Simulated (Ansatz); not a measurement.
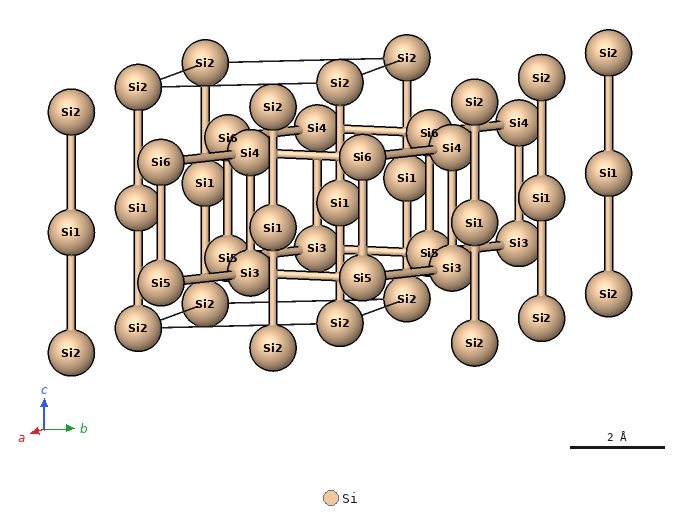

Figure 1. The starting structure (ball-and-stick view of the cell of the calculation, repeated 2 × 2 × 1, seen slightly off an axis; atoms are numbered from 1 in the order of the input). An atom can appear more than once, as a periodic image.

# Si: geometry relaxation

The run: geometry relaxation of Si (P6/mmm, 6 atoms in the cell). Method and program: DFT PBEsol, scalar-relativistic, plane waves, PAW, no spin polarisation (Ansatz 0.2.0).

The structure derives from a Materials Project entry. It belongs to a series of runs on one base structure; here: 6 of 6 Ti sites taken by Si, cell and atoms relaxed. Figures and captions count atoms from 1; the log counts them from 0 in places.

## Input file
```yaml
crystal:
  lattice:
    - [2.1919772747, -3.7966160088, 0.0]
    - [-4.3839545494, 0.0, 0.0]
    - [0.0, 0.0, -5.182105411]
  atoms:
    - { symbol: Si, position: [0.0, 1.0, 0.5] }
    - { symbol: Si, position: [0.0, 1.0, 0.0] }
    - { symbol: Si, position: [0.3333333333, 0.6666666667, 0.25] }
    - { symbol: Si, position: [0.3333333333, 0.6666666667, 0.75] }
    - { symbol: Si, position: [0.6666666667, 0.3333333333, 0.25] }
    - { symbol: Si, position: [0.6666666667, 0.3333333333, 0.75] }
basis:
  ecutwfc: 420
kpoints:
  mp_grid: { grid: [12, 12, 8] }
hamiltonian:
  xc: pbesol
scf:
  occupations: { method: gaussian, width: 0.1 }
output:
  forces: true
  stress: true
  eigenvalues: true
  write_density: true
  write_potential: true
  elf: true
  volumetric_format: npy
relax:
  adjacent_minimum: "off"
  f_tol: 0.015
  max_steps: 60
  cell: { stress_tol: 0.15 }
```

Machine: 1 thread of Intel Xeon @ 2.50GHz (Skylake/Cascade Lake), 189 GiB of memory available, shared host.

Command:
```bash
ansatz run input.yaml --threads 1 --pin off --max-ram 2560MiB --backend cpu --events-out ev --progress --plain --runs-dir out
```

## Log
```
Engine: ansatz 0.2.0, x86_64-unknown-linux-gnu
Pseudopotentials: kind: paw
Pseudopotential: Si, paw, valence charge 4, recommended cutoff 420 eV (normal), Si.paw.azcp
Functional definition: PBEsol
  exchange = pbesol_x
  correlation = pbesol_c
Crystal: 6 atoms, lattice volume = 86.252 Å³
Basis set: ecut = 420 eV, 1691 PW (Γ), exchange–correlation on 60×60×72 points (8 copies of the dense FFT grid, shifted against one another)
Bands: 18, of which v1, the nominal top of the filled ones, is band 12 counted from 1 (11 counted from 0)
Symmetry: 48 space group operations
Space group: P6/mmm (ITA 191), of the structure as read, at distance tolerance 4.4e-5 Å
k-points: 95 of 1152
Non-local potential: Si, projectors of the file, l = 0: 2, l = 1: 2, l = 2: 2
PAW form: soft (Blöchl's): semilocal exchange-correlation on the pseudo side does not see the compensation charge
PAW frozen core: Si, regenerated for the run's functional, and the local potential with it (the file was generated under x = pbe(κ = 0.804, μ = 0.2195149727645171), c = pbe(β = 0.06672455060314922))
PAW one-centre angular grid: Si, 110 points (default); XC on 64 Gauss nodes
Initial density: superposition of atomic densities (neutral atoms: chi_scale 0, normalization atom), corrected by the library's trained network
Initial wavefunctions: pseudopotential atomic-orbital guess
Functional: x = pbesol(κ = 0.804, μ = 0.12345679012345678), c = pbesol(β = 0.046)
SCF iter   1: F=—  HF=-3726.697009 eV  |F-HF|=—  |Δ(HF+E_count)|=         —  Δρ=1.89e-3  dr2=1.93e-3  ethr=1.77e-3  ⟨swp⟩=6.6  Hψ=10180  notcnv=0
preconditioner: auto → Kerker (q_TF=auto, 2.204 Å⁻¹)  [metal: Δε(μ)=0.025 eV  Ē_g=7.987 eV  σ=0.100 eV  W_gap=0.14  n_scr=20 (ndim 8)  ℏωp=19.6 eV  f_vac=0.000  D(μ)=2.63/eV (n_scr^D=20)]
SCF iter   2: F=—  HF=-3726.697431 eV  |F-HF|=—  |Δ(HF+E_count)|=   4.22e-4  Δρ=1.05e-3  dr2=5.28e-4  ethr=8.03e-6  ⟨swp⟩=2.0  Hψ=3143  notcnv=0
SCF iter   3: F=—  HF=-3726.697479 eV  |F-HF|=—  |Δ(HF+E_count)|=   4.81e-5  Δρ=1.07e-4  dr2=6.65e-6  ethr=2.20e-6  ⟨swp⟩=2.3  Hψ=2668  notcnv=0
SCF iter   4: F=—  HF=-3726.697488 eV  |F-HF|=—  |Δ(HF+E_count)|=   9.00e-6  Δρ=1.67e-5  dr2=1.56e-7  ethr=2.77e-8  ⟨swp⟩=2.4  Hψ=2789  notcnv=0
iter 5 did not close the SCF: its close was put off for the readings that it lacked (scf_convergence_deferred on its scf_iter line)
SCF iter   5: F=-3726.697488 eV  HF=-3726.697488 eV  |F-HF|=1.45e-10  |Δ(HF+E_count)|=   1.97e-8  Δρ=1.22e-6  dr2=5.69e-10  ethr=6.50e-10  ⟨swp⟩=2.4  Hψ=2832  notcnv=0
SCF iter   6: F=-3726.697488 eV  HF=-3726.697488 eV  |F-HF|=1.82e-12  |Δ(HF+E_count)|=  2.00e-10  Δρ=1.59e-7  dr2=1.19e-11  ethr=2.37e-12  ⟨swp⟩=6.7  Hψ=9840  notcnv=0
SCF 1 converged in 6 iterations: F = -3726.697488 eV  dr2 = 1.19e-11
  greatest PAW one-centre occupation: 0.699 electrons in one spin orbital (limit 2), on the Si atom at site 1 (counted from 0), in its partial waves of l = 0
relax step   1: F+E_penalty+E_count = -3726.69748798 eV  Δ(F+E_penalty+E_count) = +0.000e0 eV  max|allowed force component| = 8.298e-17 eV/Å  Δτ_max = 0.0000 Å  P = +0.001 GPa  Ω = 86.252 Å³  (6 SCF iters, accepted)
Initial density: handed on by an earlier stage of this run
Initial wavefunctions: pseudopotential atomic-orbital guess (no wavefunctions were taken with the density)
iter 1 solved again at ethr=4.41e-8 eV; its pass at ethr=3.10e-3 eV (dr2=1.06e-5 eV) is discarded
SCF iter   1: F=—  HF=-3726.697482 eV  |F-HF|=—  |Δ(HF+E_count)|=         —  Δρ=1.14e-6  dr2=3.39e-10  ethr=4.41e-8  ⟨swp⟩=3.1  Hψ=15008  notcnv=0
eigensolver tolerance schedule: the retry pair's looser diagonalisation over-reported the residual by 31238.20 of it (diagonalisation noise at 0.80 of the residual, at the tolerance the schedule requests for it); recorded, not acted on — ethr = c·dr2/N_el stays at c = 1.0e-1
preconditioner: auto → Kerker (q_TF=auto, 2.204 Å⁻¹)  [metal: Δε(μ)=0.026 eV  Ē_g=7.986 eV  σ=0.100 eV  W_gap=0.15  n_scr=20 (ndim 8)  ℏωp=19.6 eV  f_vac=0.000  D(μ)=2.63/eV (n_scr^D=20)]
SCF iter   2: F=—  HF=-3726.697488 eV  |F-HF|=—  |Δ(HF+E_count)|=   5.53e-6  Δρ=5.02e-7  dr2=6.97e-11  ethr=1.41e-12  ⟨swp⟩=9.6  Hψ=11529  notcnv=0
SCF iter   3: F=-3726.697488 eV  HF=-3726.697488 eV  |F-HF|=1.32e-11  |Δ(HF+E_count)|=  1.96e-11  Δρ=3.51e-7  dr2=3.61e-11  ethr=1.00e-12  ⟨swp⟩=3.1  Hψ=6160  notcnv=0
SCF 2 converged in 3 iterations: F = -3726.697488 eV  dr2 = 3.61e-11
relax step   2: F+E_penalty+E_count = -3726.69748798 eV  Δ(F+E_penalty+E_count) = -4.093e-12 eV  max|allowed force component| = 4.857e-17 eV/Å  Δτ_max = 0.0000 Å  P = +0.001 GPa  Ω = 86.252 Å³  stress off target by 3.54e-3 GPa  SCF on the basis re-selected at this cell (its energy is not comparable with the rows above)  (3 SCF iters)
```

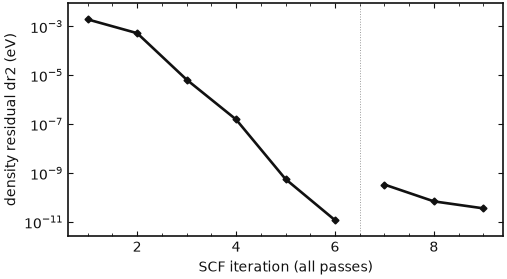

Figure 2. Convergence of the self-consistent field: density residual dr2 against the SCF iteration. The dotted lines part the SCF passes of the relaxation: geometry steps, rejected trials and re-solves on a re-selected basis. The passes take 6 and 3 iterations.

```
basis re-selected at this cell: Δ(F+E_penalty+E_count) = -4.093e-12 eV, ΔP = -0.000 GPa vs the last step (what re-selecting the basis moved, of the pressure what is left beyond the Pulay correction that the steps carried, after the strain that the cell walked since its last selection, with what the two solves' SCF thresholds leave and, on support functions, any second-order correction that the steps lacked; it is no measure of the basis error at this ecutwfc). This SCF's stress stands 3.54e-3 GPa from its target on what of the cell is left free (relax.cell.stress_tol is 1.50e-1 GPa) and its largest allowed force component is 4.86e-17 eV/Å (relax.f_tol is 1.50e-2 eV/Å): within both
SCF converged after 3 iterations
Free energy (F): -3726.697488 eV
Harris-Foulkes:  -3726.697488 eV  (|F-HF|=1.32e-11)
Internal energy: -3726.684324 eV  (E = F + TS)
E sigma→0 (E₀):  -3726.690906 eV
Entropy (-TS):   -0.013164 eV (-2.194 meV/atom)
Fermi energy:    10.632524 eV
--- Per-component energies (eV) ---
  E_band       = 119.876949
  E_kinetic    = 247.845983
  E_local      = 13.581309  (includes V_loc(G=0)·N_el)
  E_nonlocal   = 153.204060
  E_hartree    = 2.974829
  E_xc         = -334.684670
  E_vxc        = -289.270990  (∫ρ·V_xc dr)
  E_paw        = -2990.020387  (= ΣΔE_a)
  E_vpaw       = -11.433105  (= ΣTr[D̂ρ^β])
  E_aug_tail   = 0.000041  (compensation charges beyond the density's cutoff)
  E_ewald      = -819.774853
  E_core_change = 0.189364  (= ΣΔE_core)
  E_smearing   = -0.013164  (= −TS)
  E_closure    = 0.000000  (closes the sum)
  Σ components = -3726.697488   (vs F -3726.697488, Δ=0.00e0)
--- Forces (eV/Å), atoms counted from 1 ---
  atom   1  Si    -0.00000000    -0.00000000     0.00000000
  atom   2  Si    -0.00000000    -0.00000000     0.00000000
  atom   3  Si     0.00000000    -0.00000000    -0.00000000
  atom   4  Si     0.00000000    -0.00000000    -0.00000000
  atom   5  Si    -0.00000000     0.00000000     0.00000000
  atom   6  Si    -0.00000000    -0.00000000     0.00000000
  max |Σ_I F_I| component: 2.78e-17 eV/Å
--- Stress (GPa, compression-positive) ---
        0.002535       0.000000       0.000000
        0.000000       0.002535       0.000000
        0.000000       0.000000      -0.003538
  P = ⅓ Tr σ = 0.0005 GPa (0.005 kbar)
--- Band table (eV; the first three rows and the last of 95) ---
  k-point 0: bands = ["-3.7622", "1.1320", "2.0624", "5.5910", "5.7898", "6.2270", "6.2270", "6.3324", "6.3324", "9.8737", "9.8737", "10.0622", "10.1872", "11.1124", "11.4358", "11.4358", "11.4745", "11.4745"]
  k-point 1: bands = ["-3.6779", "0.2772", "3.0734", "5.6725", "5.8713", "6.3034", "6.3034", "6.4127", "6.4127", "9.4187", "9.5062", "9.5246", "9.5246", "10.2599", "10.2599", "12.0063", "12.5967", "12.8026"]
  k-point 2: bands = ["-3.4254", "-0.7650", "4.5838", "5.9161", "6.1150", "6.5319", "6.5319", "6.6538", "6.6538", "8.4497", "8.6133", "8.8133", "8.8133", "9.2208", "9.2208", "12.1831", "13.3498", "13.8894"]
  k-point 94: bands = ["0.8410", "0.8410", "0.9154", "0.9154", "0.9154", "0.9154", "10.1148", "10.1148", "10.4520", "10.4520", "10.4520", "10.4520", "11.3282", "11.3282", "11.3282", "11.3282", "11.3334", "11.3334"]
--- Relaxed structure (1 steps of the walk, 1 accepted, 1 SCFs on fresh bases) ---
  F+E_penalty+E_count = -3726.69748798 eV   max|allowed force component| = 4.857e-17 eV/Å   (the final SCF, on the basis selected at the relaxed cell)
  cell:  # Å, volume = 86.2520 Å³
    - [2.1919772746951613, -3.7966160088083813, 0.0]
    - [-4.383954549390323, 0.0, 0.0]
    - [0.0, 0.0, -5.182105411]
  atoms:
    - { symbol: Si, position: [0.0, 1.0, 0.49999999999999994] }
    - { symbol: Si, position: [0.0, 1.0, 0.0] }
    - { symbol: Si, position: [0.3333333333333333, 0.6666666666666666, 0.24999999999999997] }
    - { symbol: Si, position: [0.3333333333333333, 0.6666666666666666, 0.75] }
    - { symbol: Si, position: [0.6666666666666666, 0.3333333333333333, 0.24999999999999997] }
    - { symbol: Si, position: [0.6666666666666666, 0.3333333333333333, 0.75] }
```

## Trajectory as extended XYZ (Å, eV, eV/Å), 2 frames, from step=1 to step=2
```
6
Lattice="2.1920 -3.7966 0.0000 -4.3840 0.0000 0.0000 0.0000 0.0000 -5.1821" Properties=species:S:1:pos:R:3:forces:R:3 step=1 energy=-3726.69749 pressure_GPa=0.00
Si   -4.3840    0.0000   -2.5911    0.0000   0.0000   0.0000
Si   -4.3840    0.0000    0.0000    0.0000   0.0000   0.0000
Si   -2.1920   -1.2655   -1.2955    0.0000   0.0000   0.0000
Si   -2.1920   -1.2655   -3.8866    0.0000   0.0000   0.0000
Si    0.0000   -2.5311   -1.2955    0.0000   0.0000   0.0000
Si    0.0000   -2.5311   -3.8866    0.0000   0.0000   0.0000
6
Lattice="2.1920 -3.7966 0.0000 -4.3840 0.0000 0.0000 0.0000 0.0000 -5.1821" Properties=species:S:1:pos:R:3:forces:R:3 step=2 energy=-3726.69749 pressure_GPa=0.00
Si   -4.3840    0.0000   -2.5911    0.0000   0.0000   0.0000
Si   -4.3840    0.0000    0.0000    0.0000   0.0000   0.0000
Si   -2.1920   -1.2655   -1.2955    0.0000   0.0000   0.0000
Si   -2.1920   -1.2655   -3.8866    0.0000   0.0000   0.0000
Si    0.0000   -2.5311   -1.2955    0.0000   0.0000   0.0000
Si    0.0000   -2.5311   -3.8866    0.0000   0.0000   0.0000
```

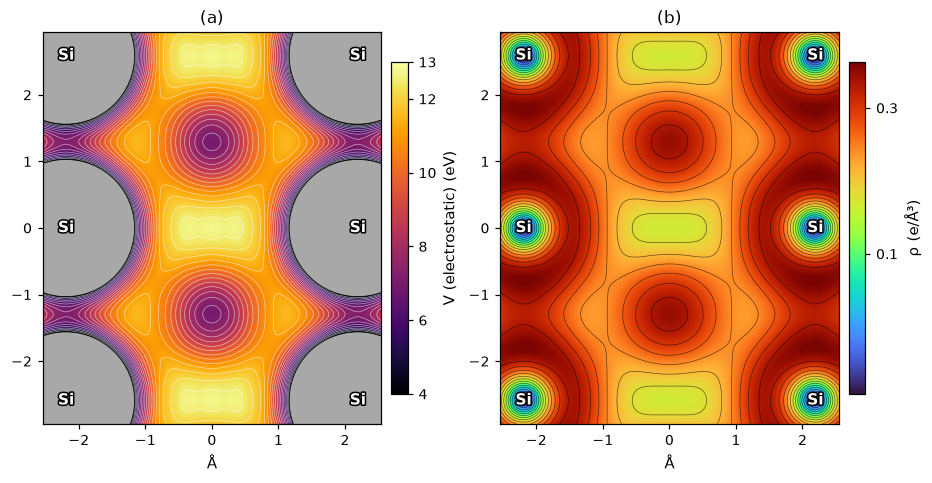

Figure 3. (a) electrostatic potential energy of an electron; (b) valence electron density on the (100) plane of the calculation cell. Grey discs, where drawn, cover atomic cores. Atoms in the plane: Si. Si–Si (2.59 Å): ρ at the midpoint is about 0.35 e/Å³, a local maximum along the line. Away from the nuclei the density in this plane falls to 0.14 e/Å³ at its lowest. Outside the cores the potential energy rises away from the atoms and is highest about 1.8 Å from the nearest atoms; outside the discs it spans about 9 eV, and its zero is arbitrary. The fields are those of the smooth PAW valence density.

## Results in brief

- outcome: converged
- space group (tolerance 0.01 Å): P6/mmm (191)
- electrons treated: 24
- free energy: −3726.6975 eV
- Fermi energy: 10.633 eV
- gap on the k-point mesh: none (metallic)
- pressure: 0.00 GPa
- final volume: 86.25 Å³
- largest force (length of the vector) at the end: under 0.001 eV/Å
- final cell: a = 4.384 Å, b = 4.384 Å, c = 5.182 Å, α = 90.00°, β = 90.00°, γ = 120.00°
- wall time: 39 s
- peak memory: 0.45 GiB
